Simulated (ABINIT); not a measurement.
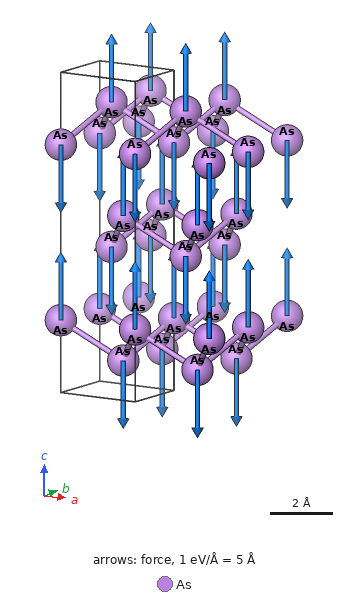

Starting geometry of solid As (set up in R-3m) with the computed forces as blue arrows. The picture is a ball-and-stick view of the conventional cell (3 times the calculation's cell), repeated 2 × 2 × 1 with one cell outlined, seen slightly off an axis. Lengths and directions refer to the drawn axes.

The run lets cell and atoms move.

These are results of Kohn-Sham DFT of a periodic cell, PBE, JTH PAW PBE v2.0 in ABINIT, not measurements.

Input file:
```
# Pseudopotentials
pp_dirpath "./"
pseudos "As.GGA_PBE-JTH.xml"

# Structure
acell 4.131 4.131 4.131 Angstrom
rprim
     0.4552885255     0.2628609527     0.8506564983
    -0.4552885255     0.2628609527     0.8506564983
     0.0000000000    -0.5257219055     0.8506564983
ntypat 1
znucl 33
natom 2
typat 1 1
xred
     0.2260000000     0.2260000000     0.2260000000
     0.7740000000     0.7740000000     0.7740000000
chkprim 0
chksymtnons 0
tolsym 1.0e-6

# Plane-wave basis
ecut 15.0
pawecutdg 30.0
pawxcdev 0

# k points
kptopt 1
ngkpt 9 9 9
nshiftk 1
shiftk 0.0 0.0 0.0

# Exchange and correlation
ixc 11

# Bands and occupations
nband 19
occopt 3
tsmear 0.05 eV

# SCF cycle
nstep 100
tolvrs 1.0e-9

# Output
iomode 3
prtwf 0
prtden 0
prteig 0
prtebands 0
enunit 2

# Relaxation
ionmov 2
ntime 60
tolmxf 0.0001
optcell 2
dilatmx 1.08
ecutsm 0.5
strtarget 3*-3.398931e-04 3*0.0
```

Command:
```bash
abinit run.abi > log 2>&1
```

Q: Is this structure relaxed? If not, where do the atoms go?

A: It isn't relaxed: the largest force vector, on As atoms, is 0.45 eV/Å. The atoms end up moving mostly along the starting forces (cosine between the two patterns 1.00). The largest moves relative to the cell, 0.080 Å, are those of As atoms. Cell: a = b 3.762 → 3.718 Å (−1.2 %), c 10.542 → 9.575 Å (−9.2 %). Volume −11.3 %. The space group stays R-3m (No. 166). The energy rises by 0.150 eV per cell of the calculation in 10 geometry steps. With the target pressure of 10 GPa, the enthalpy E + pV changes by −0.153 eV per cell of the calculation. Largest force component: 0.45 eV/Å at the start, 0.00054 eV/Å at the end. Pressure: 3.80 GPa at the start and 10.00 GPa at the end. Cost: 6.1 min on 1 thread of Intel(R) Xeon(R) 6975P-C (Granite Rapids), with other jobs on the host, peak memory 0.15 GiB.
